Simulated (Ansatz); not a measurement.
**Co$_{2}$Si: geometry relaxation (part 2 of 2)**

The same run, continued: Co$_{2}$Si (Pnma, 12 atoms in the cell); DFT PBEsol, scalar-relativistic, plane waves, PAW, spin-polarised (Ansatz 0.2.0); cutoff 420 eV, 8×10×6 k-mesh, Gaussian smearing of 0.1 eV, collinear spins. The structure derives from an entry of the Crystallography Open Database.

Geometry of the input (Å; fractional positions):
```
4.8077  0.0000  0.0000
0.0000  3.6715  0.0000
0.0000  0.0000  6.9722
Co 0.9619  0.7500  0.2189
Co 0.0381  0.2500  0.7811
Co 0.5381  0.2500  0.7189
Co 0.4619  0.7500  0.2811
Co 0.8269  0.7500  0.5649
Co 0.1731  0.2500  0.4351
Co 0.6731  0.2500  0.0649
Co 0.3269  0.7500  0.9351
Si 0.3005  0.7500  0.6051
Si 0.6995  0.2500  0.3949
Si 0.1995  0.2500  0.1051
Si 0.8005  0.7500  0.8949
```

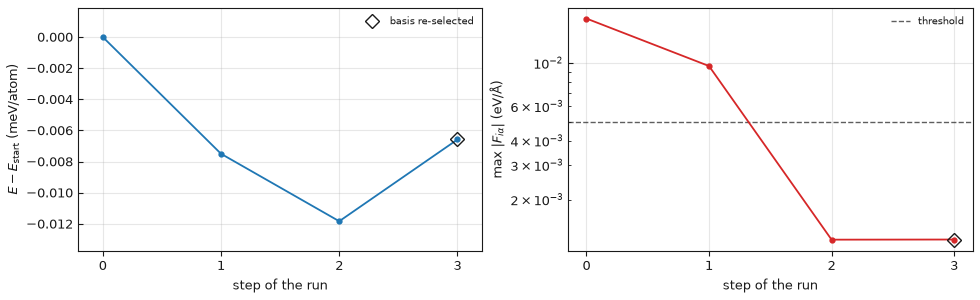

Fig. 1: Progress of the relaxation, step by step (the first geometry is step 0 here and step 1 in the log). The energy falls by next to nothing (0.0 meV per atom) in 2 geometry steps. Largest force component: 0.017 eV/Å at the start, 0.0012 eV/Å at the end. The pressure goes from −0.12 to 0.00 GPa. The atoms keep their places relative to the cell (all moves are under 0.005 Å). The space group stays Pnma (No. 62). A last SCF at the same geometry on a re-selected plane-wave basis shifts the energy by +0.0 meV per atom.

```
basis re-selected at this cell: Δ(F+E_penalty+E_count) = +6.387e-5 eV, ΔP = -0.001 GPa vs the last step (what re-selecting the basis moved, of the pressure what is left beyond the Pulay correction that the steps carried, after the strain that the cell walked since its last selection, with what the two solves' SCF thresholds leave and, on support functions, any second-order correction that the steps lacked; it is no measure of the basis error at this ecutwfc). This SCF's stress stands 1.01e-2 GPa from its target on what of the cell is left free (relax.cell.stress_tol is 5.00e-2 GPa) and its largest allowed force component is 1.25e-3 eV/Å (relax.f_tol is 5.00e-3 eV/Å): within both
SCF converged after 8 iterations
Magnetization: 1.6679 μB (76.8339 up, 75.1661 down)
Absolute magnetization: 2.0684 μB (∫|ρ↑−ρ↓|, with the PAW one-centre terms)
Spin contamination: 0.0245 ħ² per cell (⟨S²⟩ above its minimum at these occupations)
Per-site moments (μB) at R_I (Å): [(0.2917587820367451, 0.94983269102629), (0.29175878203674505, 0.9498326910262899), (0.291758782036745, 0.94983269102629), (0.29175878203674527, 0.94983269102629), (0.17136546556724142, 0.9360604050070581), (0.17136546556724142, 0.9360604050070583), (0.17136546556724172, 0.9360604050070583), (0.1713654655672414, 0.936060405007058), (-0.014552713161096272, 0.9360604050070583), (-0.014552713161096232, 0.9360604050070581), (-0.014552713161096463, 0.936060405007058), (-0.014552713161096223, 0.9360604050070583)]
Free energy (F): -43236.376612 eV
Harris-Foulkes:  -43236.376612 eV  (|F-HF|=9.46e-11)
Internal energy: -43236.325688 eV  (E = F + TS)
E sigma→0 (E₀):  -43236.351150 eV
Entropy (-TS):   -0.050924 eV (-4.244 meV/atom)
Fermi energy:    18.210658 eV
--- Per-component energies (eV) ---
  E_band       = -1801.759197
  E_kinetic    = 3847.825939
  E_local      = -25744.388411  (includes V_loc(G=0)·N_el)
  E_nonlocal   = 3757.712365
  E_hartree    = 11059.422497
  E_xc         = -1501.108845
  E_vxc        = -1850.554236  (∫ρ·V_xc dr)
  E_paw        = -13868.867516  (= ΣΔE_a)
  E_vpaw       = -3931.201902  (= ΣTr[D̂ρ^β])
  E_aug_tail   = 0.000563  (compensation charges beyond the density's cutoff)
  E_ewald      = -20788.555876
  E_core_change = 1.633597  (= ΣΔE_core)
  E_smearing   = -0.050924  (= −TS)
  E_closure    = 0.000000  (closes the sum)
  Σ components = -43236.376612   (vs F -43236.376612, Δ=0.00e0)
--- Forces (eV/Å), atoms counted from 1 ---
  atom   1  Co    -0.00092406    -0.00000000     0.00031759
  atom   2  Co     0.00092406     0.00000000    -0.00031759
  atom   3  Co     0.00092406     0.00000000     0.00031759
  atom   4  Co    -0.00092406     0.00000000    -0.00031759
  atom   5  Co     0.00078251     0.00000000     0.00068067
  atom   6  Co    -0.00078251    -0.00000000    -0.00068067
  atom   7  Co    -0.00078251    -0.00000000     0.00068067
  atom   8  Co     0.00078251     0.00000000    -0.00068067
  atom   9  Si    -0.00114162     0.00000000     0.00124839
  atom  10  Si     0.00114162    -0.00000000    -0.00124839
  atom  11  Si     0.00114162    -0.00000000     0.00124839
  atom  12  Si    -0.00114162     0.00000000    -0.00124839
  max |Σ_I F_I| component: 1.73e-17 eV/Å
--- Stress (GPa, compression-positive) ---
        0.000390       0.000000      -0.000000
        0.000000       0.010078       0.000000
       -0.000000       0.000000      -0.002001
  P = ⅓ Tr σ = 0.0028 GPa (0.028 kbar)
--- Band table (eV; the first three rows and the last of 240) ---
  k-point 0 ↑: bands = ["-76.4723", "-76.4689", "-76.4446", "-76.4445", "-76.3619", "-76.3584", "-76.3528", "-76.3526", "-40.1118", "-40.0999", "-39.9288", "-39.9085", "-39.9083", "-39.9082", "-39.9081", "-39.8790", "-39.8657", "-39.8635", "-39.8633", "-39.8516", "-39.8319", "-39.8259", "-39.8142", "-39.8037", "-39.8007", "-39.7839", "-39.7764", "-39.7716", "-39.7703", "-39.7600", "-39.7479", "-39.7436", "5.5623", "8.0715", "8.4345", "10.4355", "11.8805", "12.1011", "13.0162", "13.1467", "13.4754", "13.7956", "13.8908", "14.1085", "14.3274", "14.4457", "14.4980", "14.6072", "14.7807", "14.9756", "15.1168", "15.2776", "15.4512", "15.4728", "15.7799", "15.9451", "16.3195", "16.3382", "16.4328", "16.4841", "16.6411", "16.6925", "16.8014", "17.0079", "17.0335", "17.0737", "17.1212", "17.2723", "17.3568", "17.3665", "17.4496", "17.7549", "17.7723", "17.7788", "17.9297", "18.0234", "18.1258", "18.1663", "18.6068", "19.0719", "19.8721", "20.2481", "20.6603", "21.6938", "21.7881", "22.2007", "22.4713", "22.6099", "23.6618", "24.0647", "24.3307", "24.8929", "25.2694"]
  k-point 1 ↑: bands = ["-76.4721", "-76.4691", "-76.4445", "-76.4445", "-76.3616", "-76.3586", "-76.3528", "-76.3526", "-40.1110", "-40.1008", "-39.9276", "-39.9108", "-39.9100", "-39.9085", "-39.9033", "-39.8777", "-39.8732", "-39.8635", "-39.8633", "-39.8475", "-39.8333", "-39.8253", "-39.8119", "-39.8035", "-39.8018", "-39.7801", "-39.7792", "-39.7749", "-39.7638", "-39.7618", "-39.7485", "-39.7453", "5.6463", "7.4961", "9.0170", "10.4214", "11.8699", "12.2354", "12.7483", "13.2068", "13.5141", "13.7648", "13.8839", "14.1998", "14.2118", "14.4827", "14.5013", "14.5662", "14.7867", "14.9575", "15.0877", "15.1605", "15.4580", "15.6462", "15.7107", "15.8583", "16.2373", "16.3827", "16.5070", "16.5530", "16.5731", "16.7339", "16.9796", "16.9971", "17.0155", "17.0490", "17.2092", "17.2590", "17.3275", "17.4242", "17.4530", "17.6837", "17.8012", "17.8217", "17.9556", "17.9968", "18.1224", "18.3560", "18.5110", "19.0250", "19.7965", "19.9963", "20.4406", "21.0080", "22.4224", "22.4608", "22.7304", "22.8386", "23.6066", "24.0554", "24.1899", "25.0938", "25.2907"]
  k-point 2 ↑: bands = ["-76.4715", "-76.4698", "-76.4445", "-76.4445", "-76.3610", "-76.3593", "-76.3527", "-76.3526", "-40.1089", "-40.1030", "-39.9244", "-39.9143", "-39.9110", "-39.9088", "-39.8976", "-39.8835", "-39.8731", "-39.8634", "-39.8633", "-39.8534", "-39.8286", "-39.8241", "-39.8058", "-39.8035", "-39.8032", "-39.7883", "-39.7762", "-39.7673", "-39.7666", "-39.7580", "-39.7504", "-39.7501", "5.8953", "6.8444", "9.6598", "10.3454", "11.9145", "12.3720", "12.5479", "13.1382", "13.6262", "13.6408", "13.8689", "14.0073", "14.2886", "14.3834", "14.5851", "14.6586", "14.7930", "14.9081", "14.9844", "15.0276", "15.4428", "15.5832", "15.7709", "15.7787", "16.3561", "16.4108", "16.5132", "16.6044", "16.7579", "16.8309", "16.9338", "16.9811", "17.0280", "17.0725", "17.2363", "17.2602", "17.3435", "17.4933", "17.5334", "17.6441", "17.7727", "17.9127", "17.9698", "18.1010", "18.1972", "18.2787", "18.7660", "18.8998", "19.0151", "20.1556", "20.2520", "20.4547", "22.3085", "22.4109", "23.4934", "23.5313", "23.6053", "24.0103", "24.2118", "25.4251", "25.6554"]
  k-point 119 ↓: bands = ["-76.1482", "-76.1482", "-76.1482", "-76.1482", "-76.1046", "-76.1046", "-76.1046", "-76.1046", "-39.6886", "-39.6886", "-39.6886", "-39.6886", "-39.6463", "-39.6463", "-39.6463", "-39.6463", "-39.6224", "-39.6224", "-39.6224", "-39.6224", "-39.5634", "-39.5634", "-39.5634", "-39.5634", "-39.5177", "-39.5177", "-39.5177", "-39.5177", "-39.4570", "-39.4570", "-39.4570", "-39.4570", "9.2140", "9.2140", "9.2140", "9.2140", "11.2748", "11.2748", "11.2748", "11.2748", "14.0991", "14.0991", "14.0991", "14.0991", "14.5477", "14.5477", "14.5477", "14.5477", "15.3576", "15.3576", "15.3576", "15.3576", "15.8666", "15.8666", "15.8666", "15.8666", "16.2525", "16.2525", "16.2525", "16.2525", "16.8577", "16.8577", "16.8577", "16.8577", "17.0948", "17.0948", "17.0948", "17.0948", "17.3241", "17.3241", "17.3241", "17.3241", "17.7458", "17.7458", "17.7458", "17.7458", "18.7315", "18.7315", "18.7315", "18.7315", "19.9326", "19.9326", "19.9326", "19.9326", "22.0982", "22.0982", "22.0982", "22.0982", "25.2286", "25.2286", "25.2286", "25.2286", "26.4054"]
--- Relaxed structure (3 steps of the walk, 3 accepted, 1 SCFs on fresh bases) ---
  F+E_penalty+E_count = -43236.37661156 eV   max|allowed force component| = 1.248e-3 eV/Å   (the final SCF, on the basis selected at the relaxed cell)
  cell:  # Å, volume = 123.0081 Å³
    - [4.807467679949228, -7.562285583720484e-35, 1.977828537280742e-34]
    - [-5.775127822831734e-35, 3.6696852789175582, -7.99633083161317e-35]
    - [2.8682861009003775e-34, -1.5185044063590232e-34, 6.972500187258941]
  atoms:
    - { symbol: Co, position: [0.9617743489252862, 0.75, 0.21887925734276736] }
    - { symbol: Co, position: [0.038225651074713735, 0.25, 0.7811207426572327] }
    - { symbol: Co, position: [0.5382256510747138, 0.25, 0.7188792573427674] }
    - { symbol: Co, position: [0.46177434892528624, 0.75, 0.2811207426572327] }
    - { symbol: Co, position: [0.8268613195427994, 0.75, 0.5650721038247141] }
    - { symbol: Co, position: [0.17313868045720068, 0.25, 0.43492789617528604] }
    - { symbol: Co, position: [0.6731386804572007, 0.25, 0.06507210382471404] }
    - { symbol: Co, position: [0.32686131954279934, 0.75, 0.934927896175286] }
    - { symbol: Si, position: [0.3005029925124969, 0.75, 0.6051022917483617] }
    - { symbol: Si, position: [0.699497007487503, 0.25, 0.39489770825163845] }
    - { symbol: Si, position: [0.19949700748750301, 0.25, 0.10510229174836162] }
    - { symbol: Si, position: [0.800502992512497, 0.75, 0.8948977082516384] }
--- Löwdin populations: 12 sites ---
  site symbol       q [e]    m [muB]
     0     Co     16.6335     0.2952
     1     Co     16.6335     0.2952
     2     Co     16.6335     0.2952
     3     Co     16.6335     0.2952
     4     Co     16.6567     0.1714
     5     Co     16.6567     0.1714
     6     Co     16.6567     0.1714
     7     Co     16.6567     0.1714
     8     Si      4.2631    -0.0337
     9     Si      4.2631    -0.0337
    10     Si      4.2631    -0.0337
    11     Si      4.2631    -0.0337
  spilling = 0.011759 (of n_electrons = 152.000000)
```

File populations.tsv
```
# site	symbol	l	j	q_up	q_dn
# orbitals = lowdin
# n_electrons = 152.000000
# spilling = 0.011759
0	Co	0_3S	-	0.987572	0.987716
0	Co	0_4S	-	0.312420	0.314308
0	Co	1_3P	-	2.997054	2.997120
0	Co	2_3D	-	4.167267	3.869995
1	Co	0_3S	-	0.987572	0.987716
1	Co	0_4S	-	0.312420	0.314308
1	Co	1_3P	-	2.997054	2.997120
1	Co	2_3D	-	4.167267	3.869995
2	Co	0_3S	-	0.987572	0.987716
2	Co	0_4S	-	0.312420	0.314308
2	Co	1_3P	-	2.997054	2.997120
2	Co	2_3D	-	4.167267	3.869995
3	Co	0_3S	-	0.987572	0.987716
3	Co	0_4S	-	0.312420	0.314308
3	Co	1_3P	-	2.997054	2.997120
3	Co	2_3D	-	4.167267	3.869995
4	Co	0_3S	-	0.985386	0.985503
4	Co	0_4S	-	0.300174	0.303922
4	Co	1_3P	-	2.996217	2.996348
4	Co	2_3D	-	4.132251	3.956856
5	Co	0_3S	-	0.985386	0.985503
5	Co	0_4S	-	0.300174	0.303922
5	Co	1_3P	-	2.996217	2.996348
5	Co	2_3D	-	4.132251	3.956856
6	Co	0_3S	-	0.985386	0.985503
6	Co	0_4S	-	0.300174	0.303922
6	Co	1_3P	-	2.996217	2.996348
6	Co	2_3D	-	4.132251	3.956856
7	Co	0_3S	-	0.985386	0.985503
7	Co	0_4S	-	0.300174	0.303922
7	Co	1_3P	-	2.996217	2.996348
7	Co	2_3D	-	4.132251	3.956856
8	Si	0_3S	-	0.645034	0.648933
8	Si	1_3P	-	1.469628	1.499462
9	Si	0_3S	-	0.645034	0.648933
9	Si	1_3P	-	1.469628	1.499462
10	Si	0_3S	-	0.645034	0.648933
10	Si	1_3P	-	1.469628	1.499462
11	Si	0_3S	-	0.645034	0.648933
11	Si	1_3P	-	1.469628	1.499462
```

Trajectory as extended XYZ (Å, eV, eV/Å), 4 frames, from step=1 to step=4
```
12
Lattice="4.8077 0.0000 0.0000 0.0000 3.6715 0.0000 0.0000 0.0000 6.9722" Properties=species:S:1:pos:R:3:forces:R:3 step=1 energy=-43236.37653 pressure_GPa=-0.12
Co    4.6247    2.7536    1.5260   -0.0051   0.0000  -0.0025
Co    0.1830    0.9179    5.4461    0.0051   0.0000   0.0025
Co    2.5868    0.9179    5.0121    0.0051   0.0000  -0.0025
Co    2.2208    2.7536    1.9601   -0.0051   0.0000   0.0025
Co    3.9754    2.7536    3.9385   -0.0051   0.0000   0.0169
Co    0.8322    0.9179    3.0336    0.0051   0.0000  -0.0169
Co    3.2360    0.9179    0.4525    0.0051   0.0000   0.0169
Co    1.5716    2.7536    6.5197   -0.0051   0.0000  -0.0169
Si    1.4448    2.7536    4.2191   -0.0017   0.0000   0.0037
Si    3.3628    0.9179    2.7531    0.0017   0.0000  -0.0037
Si    0.9590    0.9179    0.7330    0.0017   0.0000   0.0037
Si    3.8487    2.7536    6.2392   -0.0017   0.0000  -0.0037
12
Lattice="4.8076 0.0000 0.0000 0.0000 3.6706 0.0000 0.0000 0.0000 6.9723" Properties=species:S:1:pos:R:3:forces:R:3 step=2 energy=-43236.37662 pressure_GPa=-0.06
Co    4.6243    2.7529    1.5261   -0.0037   0.0000  -0.0012
Co    0.1833    0.9176    5.4462    0.0037   0.0000   0.0012
Co    2.5871    0.9176    5.0122    0.0037   0.0000  -0.0012
Co    2.2205    2.7529    1.9601   -0.0037   0.0000   0.0012
Co    3.9753    2.7529    3.9392   -0.0023   0.0000   0.0096
Co    0.8323    0.9176    3.0331    0.0023   0.0000  -0.0096
Co    3.2361    0.9176    0.4530    0.0023   0.0000   0.0096
Co    1.5715    2.7529    6.5193   -0.0023   0.0000  -0.0096
Si    1.4448    2.7529    4.2190   -0.0016   0.0000   0.0029
Si    3.3628    0.9176    2.7533    0.0016   0.0000  -0.0029
Si    0.9590    0.9176    0.7329    0.0016   0.0000   0.0029
Si    3.8486    2.7529    6.2394   -0.0016   0.0000  -0.0029
12
Lattice="4.8075 0.0000 0.0000 0.0000 3.6697 0.0000 0.0000 0.0000 6.9725" Properties=species:S:1:pos:R:3:forces:R:3 step=3 energy=-43236.37667 pressure_GPa=0.00
Co    4.6237    2.7523    1.5261   -0.0009   0.0000   0.0003
Co    0.1838    0.9174    5.4464    0.0009   0.0000  -0.0003
Co    2.5875    0.9174    5.0124    0.0009   0.0000   0.0003
Co    2.2200    2.7523    1.9601   -0.0009   0.0000  -0.0003
Co    3.9751    2.7523    3.9400    0.0008   0.0000   0.0007
Co    0.8324    0.9174    3.0325   -0.0008   0.0000  -0.0007
Co    3.2361    0.9174    0.4537   -0.0008   0.0000   0.0007
Co    1.5714    2.7523    6.5188    0.0008   0.0000  -0.0007
Si    1.4447    2.7523    4.2191   -0.0011   0.0000   0.0012
Si    3.3628    0.9174    2.7534    0.0011   0.0000  -0.0012
Si    0.9591    0.9174    0.7328    0.0011   0.0000   0.0012
Si    3.8484    2.7523    6.2397   -0.0011   0.0000  -0.0012
12
Lattice="4.8075 0.0000 0.0000 0.0000 3.6697 0.0000 0.0000 0.0000 6.9725" Properties=species:S:1:pos:R:3:forces:R:3 step=4 energy=-43236.37661 pressure_GPa=0.00
Co    4.6237    2.7523    1.5261   -0.0009   0.0000   0.0003
Co    0.1838    0.9174    5.4464    0.0009   0.0000  -0.0003
Co    2.5875    0.9174    5.0124    0.0009   0.0000   0.0003
Co    2.2200    2.7523    1.9601   -0.0009   0.0000  -0.0003
Co    3.9751    2.7523    3.9400    0.0008   0.0000   0.0007
Co    0.8324    0.9174    3.0325   -0.0008   0.0000  -0.0007
Co    3.2361    0.9174    0.4537   -0.0008   0.0000   0.0007
Co    1.5714    2.7523    6.5188    0.0008   0.0000  -0.0007
Si    1.4447    2.7523    4.2191   -0.0011   0.0000   0.0012
Si    3.3628    0.9174    2.7534    0.0011   0.0000  -0.0012
Si    0.9591    0.9174    0.7328    0.0011   0.0000   0.0012
Si    3.8484    2.7523    6.2397   -0.0011   0.0000  -0.0012
```

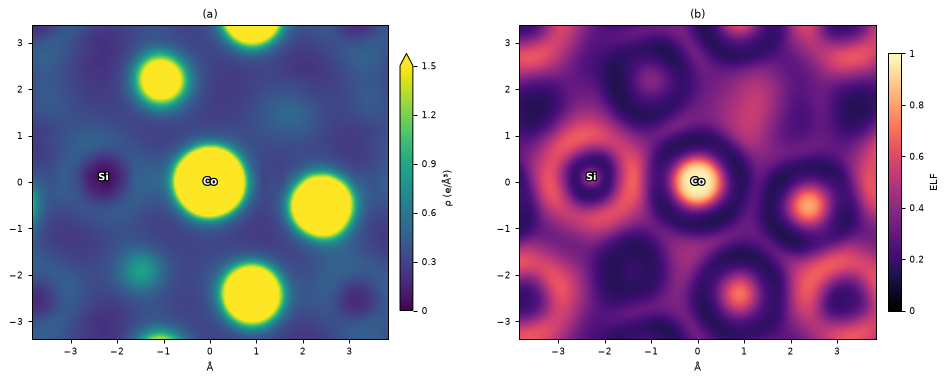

Fig. 2: (a) valence pseudo-density; (b) electron localisation function on the (110) plane of the conventional cell. Away from the nuclei the density in this plane falls to 0.22 e/Å³ at its lowest. The strong features right at Co lie inside the PAW spheres (semicore, d or f shells) and say nothing about bonding. In a PAW calculation such maps are meaningful between the atoms, not at the nuclei.

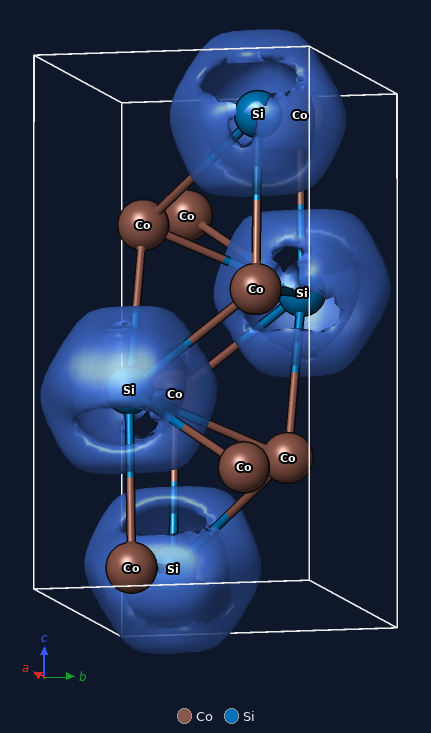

Fig. 3: Isosurface of the ELF at 0.55 (blue), seen at an oblique angle. Core shells and regions of very low density are left out. Sticks mark near contacts. The outline is the cell set on symmetry axes. Values along the shortest contacts: Co–Si (2.27 Å): the ELF is about 0.45 at the midpoint. Co–Si (2.39 Å): the ELF is about 0.45 at the midpoint.
